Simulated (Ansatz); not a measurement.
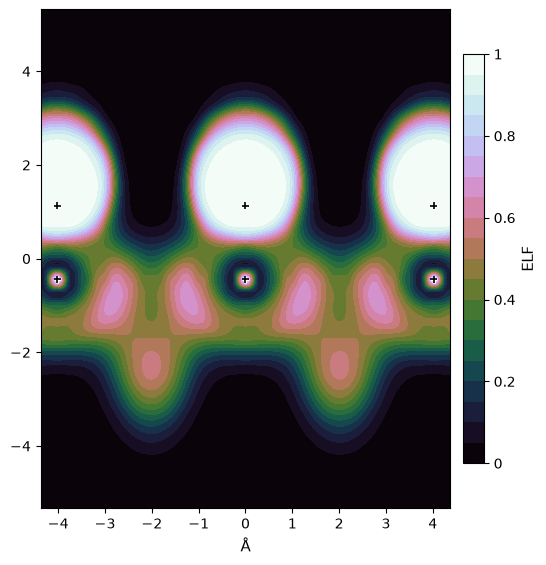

The ELF on a plane through atoms (crosses mark nuclei in the plane).

Computed with DFT PBE+D3(BJ), scalar-relativistic, plane waves, PAW (Ansatz).

Candidates:
A. MoS₂, a = 5.43 Å, b = 3.13 Å, c = 17.59 Å, α = 90.00°, β = 92.95°, γ = 90.00°. Space group C2/m; not relaxed (largest force 0.9 eV/Å); computed without spin polarisation; PAW files of the earlier set (soft_1).
B. Ge₂H (slab), a = 4.02 Å, b = 4.02 Å, c = 16.18 Å, α = 90.00°, β = 90.00°, γ = 120.00°. Not relaxed (largest force 0.5 eV/Å); PAW files of the earlier set (soft_1); spin-polarised.

Which system is this?

Candidate B: Ge₂H on the (100) plane of the calculation cell, a cut from vacuum to vacuum, which holds Ge and H. Ge–H (1.57 Å): the ELF climbs to about 1 towards the hydrogen.
